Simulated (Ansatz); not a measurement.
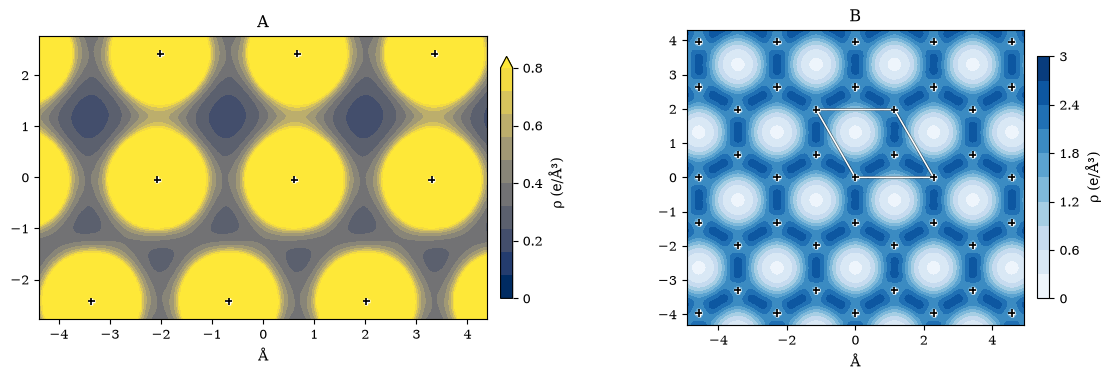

The valence charge density (pseudo) of 2 systems, each on a plane through atoms (crosses mark nuclei in the plane).

These are results of Ansatz 0.2.0, DFT PBEsol, scalar-relativistic, plane waves, PAW, not measurements.

System 1: C, the (001) plane of the conventional cell. Space group R-3m; computed pressure about 57 GPa in this cell; PAW files of the earlier set (soft_1).

System 2: Ru, the (11̄0) plane of the conventional cell. Space group P2₁/m; not relaxed (largest force 2.0 eV/Å); computed pressure about 5 GPa in this cell; computed without spin polarisation; PAW files of the earlier set (soft_1).

```yaml
crystal:
  lattice:
    - [2.68968, 0.00000, 0.00000]
    - [0.00000, 0.00000, -4.25238]
    - [-1.34484, 2.32934, 0.00000]
  atoms:
    - { symbol: Ru, position: [0.27126, 0.75000, 0.64662] }
    - { symbol: Ru, position: [0.72874, 0.25000, 0.35338] }
```

Which map belongs to which system?

Answer. Panel A is system 2, Ru: the plane holds Ru. Ru–Ru (2.47 Å): ρ is about 0.59 e/Å³ halfway. Panel B is system 1, C: the plane holds C. C–C (1.32 Å): the density is about 2.5 e/Å³ at the midpoint.
